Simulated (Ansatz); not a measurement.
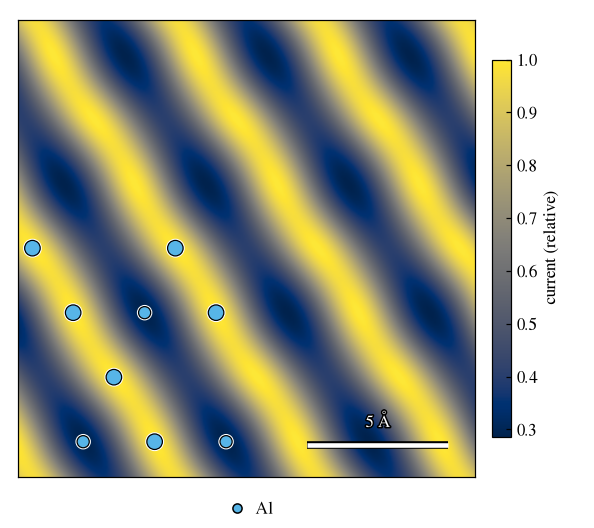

Constant-height image 3.0 Å above the topmost atom of TiAl3(110) (I4/mmm bulk, the cell from a database of computed structures, not from a measurement, 7 atomic planes (those closer than 0.6 Å count as one), 8 Å, Al-terminated, slab composition Al11Ti3) with one Ti vacancy per surface cell (the only one of its kind in that plane of the cell), sample bias −2.00 V. The atoms seen from above are drawn over one corner (deeper ones smaller).

Images follow the Tersoff–Hamann model: the current is the local density of the sample's states between the Fermi level and the bias, at the tip's centre. Bias windows are sharp sums over the levels of the k mesh.

Method: DFT PBE+D3(BJ), scalar-relativistic, plane waves, PAW in Ansatz 0.2.0. Cutoff 420 eV, 11 × 11 k-points, Gaussian smearing 0.1 eV, dipole correction. The slab is a cut without reconstruction beyond its cell, at the source's lattice constants, with its lower half held fixed and the rest relaxed. The defects repeat every 5.1 Å and interact, so states at the Fermi level and the work function belong to this dense array. No spin polarisation. The run couldn't confirm all of its levels under its output density. The run warns that the functional's potential is rough in the thin density of the vacuum, where the tip is; weak contrasts and barriers may feel it.

```
CELL_PARAMETERS angstrom
5.06249 0.00000 0.00000
2.17669 4.57065 0.00000
0.00000 0.00000 25.10814
ATOMIC_POSITIONS crystal
Al 0.50000 0.00000 0.33854
Al 0.00000 0.50000 0.33854
Ti 0.50000 0.50000 0.39236
Al 0.00000 0.00000 0.39236
Al 0.00000 0.50000 0.44618
Al 0.50000 0.00000 0.44618
Ti 0.00000 0.00000 0.50107
Al 0.50000 0.50000 0.50500
Al 0.50000 0.00000 0.55360
Al 0.00000 0.50000 0.55360
Al 0.00000 0.00000 0.61076
Al 0.00000 0.50000 0.66172
Al 0.50000 0.00000 0.66172
```

What lies under the maxima and minima of this image?

Answer. The brightest spots lie over the top Al atoms; the darkest points are over the Al atoms 1.3 Å below the top plane. The brightest point carries 3.5 times the current of the darkest.
